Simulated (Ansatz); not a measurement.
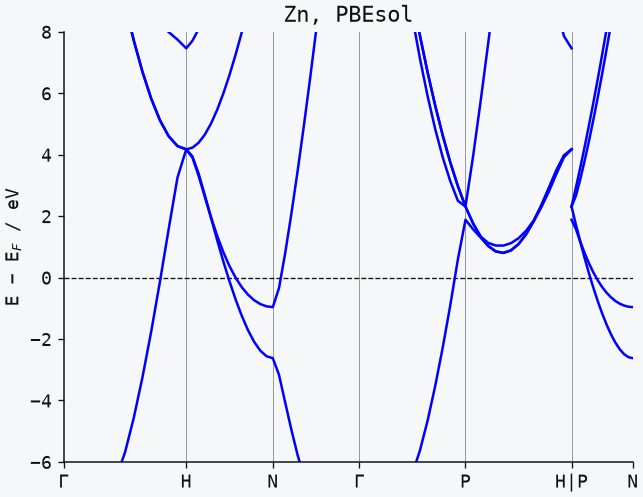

Band structure. Energies are counted from the Fermi level.

Question: What lattice type does the k path imply?

Answer: A body-centred cubic lattice: the path Γ–H–N–Γ–P–H|P–N runs through the special points of its Brillouin zone.

System: bcc Zn, space group Im-3m (No. 229), 1 atom in the primitive cell.

```cif
data_structure
_symmetry_space_group_name_H-M 'P 1'
_symmetry_Int_Tables_number 1
_cell_length_a 2.7177
_cell_length_b 2.7177
_cell_length_c 2.7177
_cell_angle_alpha 109.471
_cell_angle_beta 109.471
_cell_angle_gamma 109.471
_cell_volume 15.45
loop_
_atom_site_label
_atom_site_type_symbol
_atom_site_fract_x
_atom_site_fract_y
_atom_site_fract_z
_atom_site_occupancy
Zn1 Zn 0.00000 0.00000 0.00000 1
```

Computed with Ansatz 0.2.0: PBEsol, Ansatz PAW earlier set, no spin polarisation, no spin-orbit coupling, 12×12×12 k mesh, 660 eV cutoff, Fermi-Dirac smearing of 0.05 eV.

Question: Does this material conduct, going by its bands?

Answer: A metal: 2 bands cross the Fermi level along this path.

Question: On which lines of the path do bands cross the Fermi level?

Answer: Bands cross the Fermi level on Γ–H, H–N, N–Γ, Γ–P and P–N, and not on P–H.

The PAW data sets were made with another functional. The cell is at −5 GPa in this functional. This isn't the form of Zn at room conditions, which is hcp.
